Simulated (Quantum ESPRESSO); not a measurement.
**Band-structure run, with input and output: TiO₂ (part 1 of 3)**

TiO₂ (P4₂/mnm, 6 atoms in the cell), computed with Kohn-Sham DFT of a periodic cell, r2SCAN, SG15 PBE 1.2 (Quantum ESPRESSO 7.5).

The structure derives from a Materials Project entry. The run did not end well.

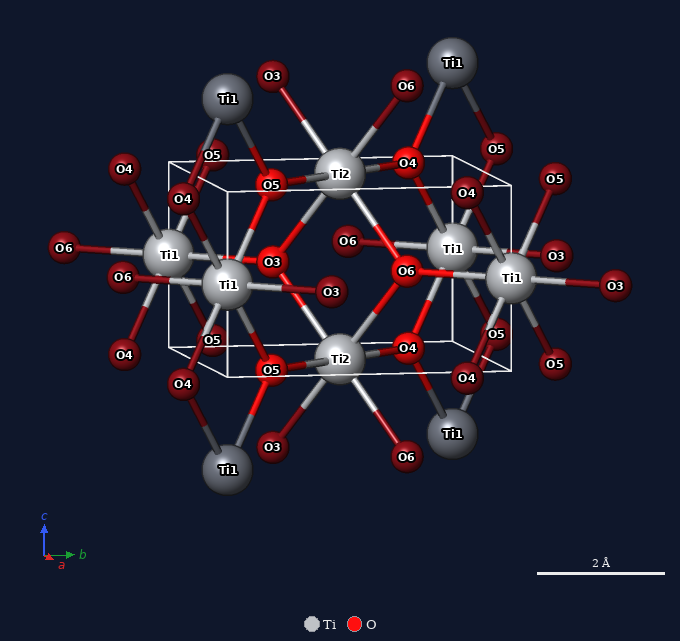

Fig. 1: The structure as given in the input (ball-and-stick view of the cell of the calculation, seen slightly off an axis; neighbours outside the cell are drawn fainter; atoms are numbered from 1 in the order of the input). An atom can appear more than once, as a periodic image.

Input file
```
&CONTROL
  calculation = 'scf'
  prefix = 'pwscf'
  outdir = './tmp'
  pseudo_dir = './pseudo'
  tprnfor = .true.
  tstress = .true.
  disk_io = 'low'
/
&SYSTEM
  ibrav = 0
  celldm(1) = 8
  nat = 6
  ntyp = 2
  ecutwfc = 88
  nbnd = 33
  input_dft = 'r2scan'
  occupations = 'smearing'
  smearing = 'fd'
  degauss = 0.00367493
  nosym = .true.
/
&ELECTRONS
  conv_thr = 1d-08
  electron_maxstep = 120
  mixing_beta = 0.5
/
ATOMIC_SPECIES
Ti    47.8670 Ti_ONCV_PBE-1.2.upf
O     15.9990 O_ONCV_PBE-1.2.upf
CELL_PARAMETERS alat
  1.0865540950003   0.0000000000000   0.0000000000000
  0.0000000000000   1.0865540950003   0.0000000000000
  0.0000000000000   0.0000000000000   0.6990128965849
ATOMIC_POSITIONS crystal
Ti     0.0000000000    0.0000000000    0.5000000000
Ti     0.5000000000    0.5000000000    0.0000000000
O      0.3043213200    0.3043213200    0.5000000000
O      0.1956786800    0.8043213200    0.0000000000
O      0.8043213200    0.1956786800    0.0000000000
O      0.6956786800    0.6956786800    0.5000000000
K_POINTS automatic
4 4 7 0 0 0
```

File bands_first_try.in
```
&CONTROL
  calculation = 'bands'
  prefix = 'pwscf'
  outdir = './tmp'
  pseudo_dir = './pseudo'
  disk_io = 'low'
  verbosity = 'high'
/
&SYSTEM
  ibrav = 0
  celldm(1) = 8
  nat = 6
  ntyp = 2
  ecutwfc = 88
  nbnd = 33
  input_dft = 'r2scan'
  occupations = 'smearing'
  smearing = 'fd'
  degauss = 0.00367493
  nosym = .true.
/
&ELECTRONS
  conv_thr = 1d-08
  electron_maxstep = 120
  mixing_beta = 0.5
  diago_full_acc = .true.
  startingwfc = 'random'
/
ATOMIC_SPECIES
Ti    47.8670 Ti_ONCV_PBE-1.2.upf
O     15.9990 O_ONCV_PBE-1.2.upf
CELL_PARAMETERS alat
  1.0865540950003   0.0000000000000   0.0000000000000
  0.0000000000000   1.0865540950003   0.0000000000000
  0.0000000000000   0.0000000000000   0.6990128965849
ATOMIC_POSITIONS crystal
Ti     0.0000000000    0.0000000000    0.5000000000
Ti     0.5000000000    0.5000000000    0.0000000000
O      0.3043213200    0.3043213200    0.5000000000
O      0.1956786800    0.8043213200    0.0000000000
O      0.8043213200    0.1956786800    0.0000000000
O      0.6956786800    0.6956786800    0.5000000000
K_POINTS crystal
60
 0.0000000000  0.0000000000  0.0000000000 1
 0.0000000000  0.1250000000  0.0000000000 1
 0.0000000000  0.2500000000  0.0000000000 1
 0.0000000000  0.3750000000  0.0000000000 1
 0.0000000000  0.5000000000  0.0000000000 1
 0.1250000000  0.5000000000  0.0000000000 1
 0.2500000000  0.5000000000  0.0000000000 1
 0.3750000000  0.5000000000  0.0000000000 1
 0.5000000000  0.5000000000  0.0000000000 1
 0.4285714286  0.4285714286  0.0000000000 1
 0.3571428571  0.3571428571  0.0000000000 1
 0.2857142857  0.2857142857  0.0000000000 1
 0.2142857143  0.2142857143  0.0000000000 1
 0.1428571429  0.1428571429  0.0000000000 1
 0.0714285714  0.0714285714  0.0000000000 1
 0.0000000000  0.0000000000  0.0000000000 1
 0.0000000000  0.0000000000  0.0625000000 1
 0.0000000000  0.0000000000  0.1250000000 1
 0.0000000000  0.0000000000  0.1875000000 1
 0.0000000000  0.0000000000  0.2500000000 1
 0.0000000000  0.0000000000  0.3125000000 1
 0.0000000000  0.0000000000  0.3750000000 1
 0.0000000000  0.0000000000  0.4375000000 1
 0.0000000000  0.0000000000  0.5000000000 1
 0.0000000000  0.1000000000  0.5000000000 1
 0.0000000000  0.2000000000  0.5000000000 1
 0.0000000000  0.3000000000  0.5000000000 1
 0.0000000000  0.4000000000  0.5000000000 1
 0.0000000000  0.5000000000  0.5000000000 1
 0.1000000000  0.5000000000  0.5000000000 1
 0.2000000000  0.5000000000  0.5000000000 1
 0.3000000000  0.5000000000  0.5000000000 1
 0.4000000000  0.5000000000  0.5000000000 1
 0.5000000000  0.5000000000  0.5000000000 1
 0.4285714286  0.4285714286  0.5000000000 1
 0.3571428571  0.3571428571  0.5000000000 1
 0.2857142857  0.2857142857  0.5000000000 1
 0.2142857143  0.2142857143  0.5000000000 1
 0.1428571429  0.1428571429  0.5000000000 1
 0.0714285714  0.0714285714  0.5000000000 1
 0.0000000000  0.0000000000  0.5000000000 1
 0.0000000000  0.5000000000  0.0000000000 1
 0.0000000000  0.5000000000  0.0555555556 1
 0.0000000000  0.5000000000  0.1111111111 1
 0.0000000000  0.5000000000  0.1666666667 1
 0.0000000000  0.5000000000  0.2222222222 1
 0.0000000000  0.5000000000  0.2777777778 1
 0.0000000000  0.5000000000  0.3333333333 1
 0.0000000000  0.5000000000  0.3888888889 1
 0.0000000000  0.5000000000  0.4444444444 1
 0.0000000000  0.5000000000  0.5000000000 1
 0.5000000000  0.5000000000  0.0000000000 1
 0.5000000000  0.5000000000  0.0625000000 1
 0.5000000000  0.5000000000  0.1250000000 1
 0.5000000000  0.5000000000  0.1875000000 1
 0.5000000000  0.5000000000  0.2500000000 1
 0.5000000000  0.5000000000  0.3125000000 1
 0.5000000000  0.5000000000  0.3750000000 1
 0.5000000000  0.5000000000  0.4375000000 1
 0.5000000000  0.5000000000  0.5000000000 1
```

File bands.in
```
&CONTROL
  calculation = 'bands'
  prefix = 'pwscf'
  outdir = './tmp'
  pseudo_dir = './pseudo'
  disk_io = 'low'
  verbosity = 'high'
/
&SYSTEM
  ibrav = 0
  celldm(1) = 8
  nat = 6
  ntyp = 2
  ecutwfc = 88
  nbnd = 33
  input_dft = 'r2scan'
  occupations = 'smearing'
  smearing = 'fd'
  degauss = 0.00367493
  nosym = .true.
/
&ELECTRONS
  conv_thr = 1d-08
  electron_maxstep = 120
  mixing_beta = 0.5
  diago_full_acc = .true.
/
ATOMIC_SPECIES
Ti    47.8670 Ti_ONCV_PBE-1.2.upf
O     15.9990 O_ONCV_PBE-1.2.upf
CELL_PARAMETERS alat
  1.0865540950003   0.0000000000000   0.0000000000000
  0.0000000000000   1.0865540950003   0.0000000000000
  0.0000000000000   0.0000000000000   0.6990128965849
ATOMIC_POSITIONS crystal
Ti     0.0000000000    0.0000000000    0.5000000000
Ti     0.5000000000    0.5000000000    0.0000000000
O      0.3043213200    0.3043213200    0.5000000000
O      0.1956786800    0.8043213200    0.0000000000
O      0.8043213200    0.1956786800    0.0000000000
O      0.6956786800    0.6956786800    0.5000000000
K_POINTS crystal
60
 0.0000000000  0.0000000000  0.0000000000 1
 0.0000000000  0.1250000000  0.0000000000 1
 0.0000000000  0.2500000000  0.0000000000 1
 0.0000000000  0.3750000000  0.0000000000 1
 0.0000000000  0.5000000000  0.0000000000 1
 0.1250000000  0.5000000000  0.0000000000 1
 0.2500000000  0.5000000000  0.0000000000 1
 0.3750000000  0.5000000000  0.0000000000 1
 0.5000000000  0.5000000000  0.0000000000 1
 0.4285714286  0.4285714286  0.0000000000 1
 0.3571428571  0.3571428571  0.0000000000 1
 0.2857142857  0.2857142857  0.0000000000 1
 0.2142857143  0.2142857143  0.0000000000 1
 0.1428571429  0.1428571429  0.0000000000 1
 0.0714285714  0.0714285714  0.0000000000 1
 0.0000000000  0.0000000000  0.0000000000 1
 0.0000000000  0.0000000000  0.0625000000 1
 0.0000000000  0.0000000000  0.1250000000 1
 0.0000000000  0.0000000000  0.1875000000 1
 0.0000000000  0.0000000000  0.2500000000 1
 0.0000000000  0.0000000000  0.3125000000 1
 0.0000000000  0.0000000000  0.3750000000 1
 0.0000000000  0.0000000000  0.4375000000 1
 0.0000000000  0.0000000000  0.5000000000 1
 0.0000000000  0.1000000000  0.5000000000 1
 0.0000000000  0.2000000000  0.5000000000 1
 0.0000000000  0.3000000000  0.5000000000 1
 0.0000000000  0.4000000000  0.5000000000 1
 0.0000000000  0.5000000000  0.5000000000 1
 0.1000000000  0.5000000000  0.5000000000 1
 0.2000000000  0.5000000000  0.5000000000 1
 0.3000000000  0.5000000000  0.5000000000 1
 0.4000000000  0.5000000000  0.5000000000 1
 0.5000000000  0.5000000000  0.5000000000 1
 0.4285714286  0.4285714286  0.5000000000 1
 0.3571428571  0.3571428571  0.5000000000 1
 0.2857142857  0.2857142857  0.5000000000 1
 0.2142857143  0.2142857143  0.5000000000 1
 0.1428571429  0.1428571429  0.5000000000 1
 0.0714285714  0.0714285714  0.5000000000 1
 0.0000000000  0.0000000000  0.5000000000 1
 0.0000000000  0.5000000000  0.0000000000 1
 0.0000000000  0.5000000000  0.0555555556 1
 0.0000000000  0.5000000000  0.1111111111 1
 0.0000000000  0.5000000000  0.1666666667 1
 0.0000000000  0.5000000000  0.2222222222 1
 0.0000000000  0.5000000000  0.2777777778 1
 0.0000000000  0.5000000000  0.3333333333 1
 0.0000000000  0.5000000000  0.3888888889 1
 0.0000000000  0.5000000000  0.4444444444 1
 0.0000000000  0.5000000000  0.5000000000 1
 0.5000000000  0.5000000000  0.0000000000 1
 0.5000000000  0.5000000000  0.0625000000 1
 0.5000000000  0.5000000000  0.1250000000 1
 0.5000000000  0.5000000000  0.1875000000 1
 0.5000000000  0.5000000000  0.2500000000 1
 0.5000000000  0.5000000000  0.3125000000 1
 0.5000000000  0.5000000000  0.3750000000 1
 0.5000000000  0.5000000000  0.4375000000 1
 0.5000000000  0.5000000000  0.5000000000 1
```

Launch command:
```bash
OMP_NUM_THREADS=1 mpirun -n 2 pw.x -nk 2 -in pw.in > pw.out
OMP_NUM_THREADS=1 mpirun -n 2 pw.x -nk 2 -in bands_first_try.in > bands_first_try.out
OMP_NUM_THREADS=1 mpirun -n 2 pw.x -nk 2 -in bands.in > bands.out
```

The program's output
```
This program is part of the open-source Quantum ESPRESSO suite
     for quantum simulation of materials; please cite
         "P. Giannozzi et al., J. Phys.:Condens. Matter 21 395502 (2009);
         "P. Giannozzi et al., J. Phys.:Condens. Matter 29 465901 (2017);
         "P. Giannozzi et al., J. Chem. Phys. 152 154105 (2020);
          URL
     in publications or presentations arising from this work. More details at

     IMPORTANT: XC functional enforced from input :
     Exchange-correlation= R2SCAN
                           (   0   0   0   0   0 497 498)
     Any further DFT definition will be discarded
     Please, verify this is what you really want

     K-points division:     npool     =       2
     Subspace diagonalization in iterative solution of the eigenvalue problem:
     a serial algorithm will be used

     G-vector sticks info
     --------------------
     sticks:   dense  smooth     PW     G-vecs:    dense   smooth      PW
     Sum        2101    2101    609                47189    47189    7265

     Using Slab Decomposition

     bravais-lattice index     =            0
     lattice parameter (alat)  =       8.0000  a.u.
     unit-cell volume          =     422.5303 (a.u.)^3
     number of atoms/cell      =            6
     number of atomic types    =            2
     number of electrons       =        48.00
     number of Kohn-Sham states=           33
     kinetic-energy cutoff     =      88.0000  Ry
     charge density cutoff     =     352.0000  Ry
     scf convergence threshold =      1.0E-08
     mixing beta               =       0.5000
     number of iterations used =            8  plain     mixing
     Exchange-correlation= R2SCAN
                           (   0   0   0   0   0 497 498)

     celldm(1)=   8.000000  celldm(2)=   0.000000  celldm(3)=   0.000000
     celldm(4)=   0.000000  celldm(5)=   0.000000  celldm(6)=   0.000000

     crystal axes: (cart. coord. in units of alat)
               a(1) = (   1.086554   0.000000   0.000000 )
               a(2) = (   0.000000   1.086554   0.000000 )
               a(3) = (   0.000000   0.000000   0.699013 )

     reciprocal axes: (cart. coord. in units 2 pi/alat)
               b(1) = (  0.920341  0.000000  0.000000 )
               b(2) = (  0.000000  0.920341  0.000000 )
               b(3) = (  0.000000  0.000000  1.430589 )

     PseudoPot. # 1 for Ti read from file:
     Ti_ONCV_PBE-1.2.upf
     Pseudo is Norm-conserving, Zval = 12.0
     Generated using ONCVPSP code by D. R. Hamann
     Using radial grid of  602 points,  6 beta functions with:
                l(1) =   0
                l(2) =   0
                l(3) =   1
                l(4) =   1
                l(5) =   2
                l(6) =   2

     PseudoPot. # 2 for O  read from file:
     O_ONCV_PBE-1.2.upf
     Pseudo is Norm-conserving, Zval =  6.0
     Generated using ONCVPSP code by D. R. Hamann
     Using radial grid of  602 points,  4 beta functions with:
                l(1) =   0
                l(2) =   0
                l(3) =   1
                l(4) =   1

     atomic species   valence    mass     pseudopotential
     Ti               12.00    47.86700     Ti( 1.00)
     O                 6.00    15.99900     O ( 1.00)

     No symmetry found

   Cartesian axes

     site n.     atom                  positions (alat units)
         1        Ti     tau(   1) = (   0.0000000   0.0000000   0.3495064  )
         2        Ti     tau(   2) = (   0.5432770   0.5432770   0.0000000  )
         3        O      tau(   3) = (   0.3306616   0.3306616   0.3495064  )
         4        O      tau(   4) = (   0.2126155   0.8739386   0.0000000  )
         5        O      tau(   5) = (   0.8739386   0.2126155   0.0000000  )
         6        O      tau(   6) = (   0.7558925   0.7558925   0.3495064  )

     number of k points=    58  Fermi-Dirac smearing, width (Ry)=  0.0037
                       cart. coord. in units 2pi/alat
        k(    1) = (   0.0000000   0.0000000   0.0000000), wk =   0.0178571
        k(    2) = (   0.0000000   0.0000000   0.2043698), wk =   0.0357143
        k(    3) = (   0.0000000   0.0000000   0.4087396), wk =   0.0357143
        k(    4) = (   0.0000000   0.0000000   0.6131095), wk =   0.0357143
        k(    5) = (   0.0000000   0.2300852   0.0000000), wk =   0.0357143
        k(    6) = (   0.0000000   0.2300852   0.2043698), wk =   0.0357143
        k(    7) = (   0.0000000   0.2300852   0.4087396), wk =   0.0357143
        k(    8) = (   0.0000000   0.2300852   0.6131095), wk =   0.0357143
        k(    9) = (   0.0000000   0.2300852  -0.6131095), wk =   0.0357143
        k(   10) = (   0.0000000   0.2300852  -0.4087396), wk =   0.0357143
        k(   11) = (   0.0000000   0.2300852  -0.2043698), wk =   0.0357143
        k(   12) = (   0.0000000  -0.4601704   0.0000000), wk =   0.0178571
        k(   13) = (   0.0000000  -0.4601704   0.2043698), wk =   0.0357143
        k(   14) = (   0.0000000  -0.4601704   0.4087396), wk =   0.0357143
        k(   15) = (   0.0000000  -0.4601704   0.6131095), wk =   0.0357143
        k(   16) = (   0.2300852   0.0000000   0.0000000), wk =   0.0357143
        k(   17) = (   0.2300852   0.0000000   0.2043698), wk =   0.0357143
        k(   18) = (   0.2300852   0.0000000   0.4087396), wk =   0.0357143
        k(   19) = (   0.2300852   0.0000000   0.6131095), wk =   0.0357143
        k(   20) = (   0.2300852   0.0000000  -0.6131095), wk =   0.0357143
        k(   21) = (   0.2300852   0.0000000  -0.4087396), wk =   0.0357143
        k(   22) = (   0.2300852   0.0000000  -0.2043698), wk =   0.0357143
        k(   23) = (   0.2300852   0.2300852   0.0000000), wk =   0.0357143
        k(   24) = (   0.2300852   0.2300852   0.2043698), wk =   0.0357143
        k(   25) = (   0.2300852   0.2300852   0.4087396), wk =   0.0357143
        k(   26) = (   0.2300852   0.2300852   0.6131095), wk =   0.0357143
        k(   27) = (   0.2300852   0.2300852  -0.6131095), wk =   0.0357143
        k(   28) = (   0.2300852   0.2300852  -0.4087396), wk =   0.0357143
        k(   29) = (   0.2300852   0.2300852  -0.2043698), wk =   0.0357143
        k(   30) = (   0.2300852  -0.4601704   0.0000000), wk =   0.0357143
        k(   31) = (   0.2300852  -0.4601704   0.2043698), wk =   0.0357143
        k(   32) = (   0.2300852  -0.4601704   0.4087396), wk =   0.0357143
        k(   33) = (   0.2300852  -0.4601704   0.6131095), wk =   0.0357143
        k(   34) = (   0.2300852  -0.4601704  -0.6131095), wk =   0.0357143
        k(   35) = (   0.2300852  -0.4601704  -0.4087396), wk =   0.0357143
        k(   36) = (   0.2300852  -0.4601704  -0.2043698), wk =   0.0357143
        k(   37) = (   0.2300852  -0.2300852   0.0000000), wk =   0.0357143
        k(   38) = (   0.2300852  -0.2300852   0.2043698), wk =   0.0357143
        k(   39) = (   0.2300852  -0.2300852   0.4087396), wk =   0.0357143
        k(   40) = (   0.2300852  -0.2300852   0.6131095), wk =   0.0357143
        k(   41) = (   0.2300852  -0.2300852  -0.6131095), wk =   0.0357143
        k(   42) = (   0.2300852  -0.2300852  -0.4087396), wk =   0.0357143
        k(   43) = (   0.2300852  -0.2300852  -0.2043698), wk =   0.0357143
        k(   44) = (  -0.4601704   0.0000000   0.0000000), wk =   0.0178571
        k(   45) = (  -0.4601704   0.0000000   0.2043698), wk =   0.0357143
        k(   46) = (  -0.4601704   0.0000000   0.4087396), wk =   0.0357143
```
